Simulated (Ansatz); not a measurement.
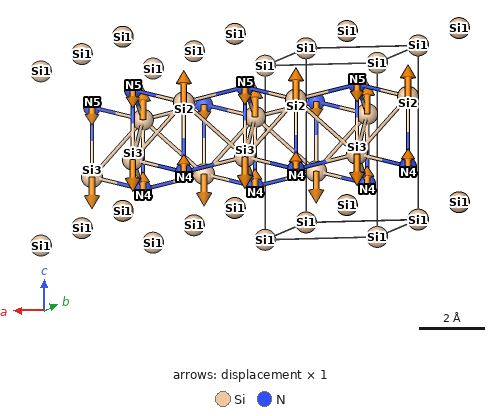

A relaxation of a crystal of Si3N2 (built on the A-type sesquioxide_164 type) (coarse preliminary run). The starting structure is drawn; orange arrows show the displacements (the part carried along by the change of the cell is left out), at their true length.

The picture is a ball-and-stick view of the cell of the calculation, repeated 3 × 2 × 1 with one cell outlined, seen from a free direction.

Case: anti-A-type sesquioxide type (P-3m1, No. 164).

Level of theory: DFT PBE, scalar-relativistic, plane waves, PAW in Ansatz 0.2.0. Settings: plane-wave cutoff 420 eV; k-point mesh 6 × 6 × 4; occupations gaussian; smearing width 0.1 eV; no spin polarisation; cell and atoms relaxed; force threshold 0.04 eV/Å; at most 70 steps.

Which element moves most?

Silicon: up to 1.02 Å, against 0.58 Å for nitrogen.

What happened in the run?

The largest moves relative to the cell, 1.02 Å, are those of Si2 and Si3. Si2 goes along +c. Largest moves by element: Si 1.02 Å, N 0.58 Å. Cell: a = b 3.494 → 2.863 Å (−18.1 %), c 5.436 → 9.043 Å (+66.4 %). Volume +11.7 %. Among the contacts that change: Si2–Si3 2.560 → 4.947 Å, Si2–N4 2.174 → 4.062 Å, Si1–N4 2.417 → 3.244 Å, Si1–Si1 3.494 → 2.863 Å. Bonds break: Si2–N4 (2.17 → 4.06 Å), Si2–Si3 (2.56 → 4.95 Å), Si3–N5 (2.17 → 4.06 Å). Among the angles between lasting bonds that change: Si3–N4–Si3 112.3° → 109.0°, N4–Si3–N4 112.3° → 109.0°. The space group stays P-3m1 (No. 164). The energy falls by 1525 meV per atom in 23 accepted moves (28 points after the start). Largest force component: 0.99 eV/Å at the start, 0.013 eV/Å at the end. The pressure goes from 11.91 to 0.04 GPa. The line search rejected the trial steps at points 12, 15 of the run. At 3 points the geometry stayed and the basis and grid were re-selected for the new cell (energy shift of 108 meV per atom at most each time). The run took 46 s on 1 thread of Intel(R) Xeon(R) Platinum 8375C CPU @ 2.90GHz (Ice Lake) (shared host), peak memory 0.38 GiB.
